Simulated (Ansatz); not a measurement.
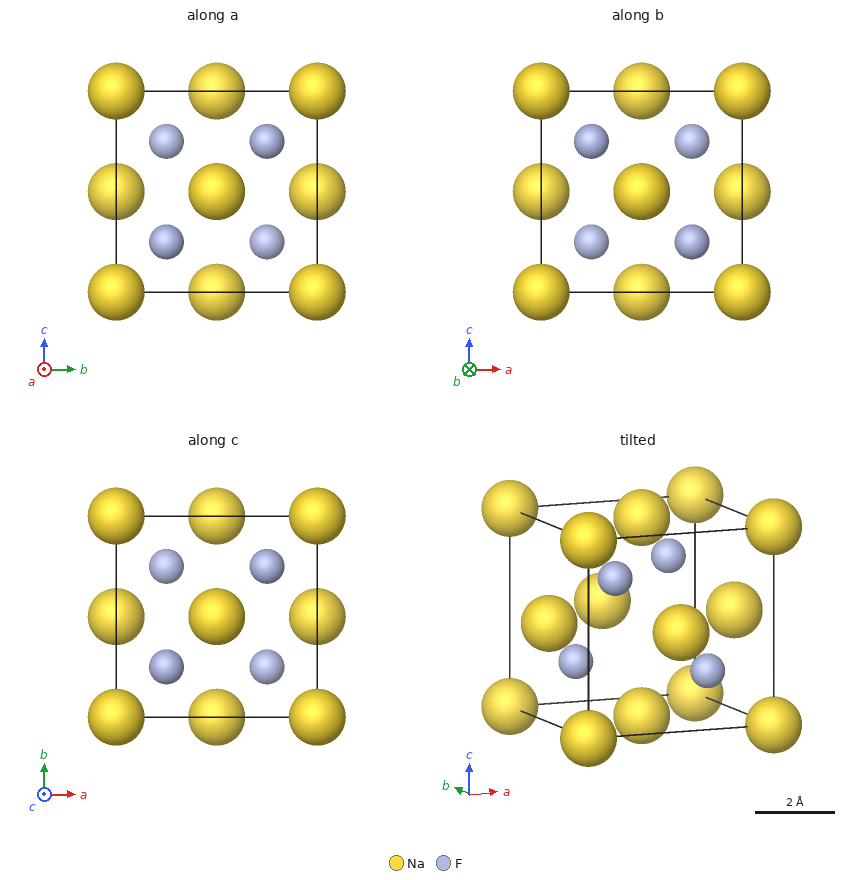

We look at a spheres-only model of the crystal along the a axis, along the b axis, along the c axis and slightly off an axis. Lines trace the edges of the conventional unit cell.

Lattice parameters: a = 5.0963 Å, b = 5.0963 Å, c = 5.0963 Å, α = 90.000°, β = 90.000°, γ = 90.000°.

Question: Give the structure in the form of a CIF in P1 with every atom of the cell.

Answer:
```cif
data_structure
_symmetry_space_group_name_H-M 'P 1'
_symmetry_Int_Tables_number 1
_cell_length_a 5.0963
_cell_length_b 5.0963
_cell_length_c 5.0963
_cell_angle_alpha 90.000
_cell_angle_beta 90.000
_cell_angle_gamma 90.000
_cell_volume 132.36
loop_
_atom_site_label
_atom_site_type_symbol
_atom_site_fract_x
_atom_site_fract_y
_atom_site_fract_z
_atom_site_occupancy
Na1 Na 0.0000 0.0000 0.0000 1
F1 F 0.2500 0.2500 0.7500 1
Na2 Na 0.0000 0.5000 0.5000 1
F2 F 0.2500 0.7500 0.2500 1
Na3 Na 0.5000 0.0000 0.5000 1
F3 F 0.7500 0.2500 0.2500 1
Na4 Na 0.5000 0.5000 0.0000 1
F4 F 0.7500 0.7500 0.7500 1
```

The cell started as a structure type filled with these elements by a generator (whether the compound takes this form wasn't checked). A relaxation with Ansatz, DFT, HSE06, plane waves, PAW gave the geometry drawn.
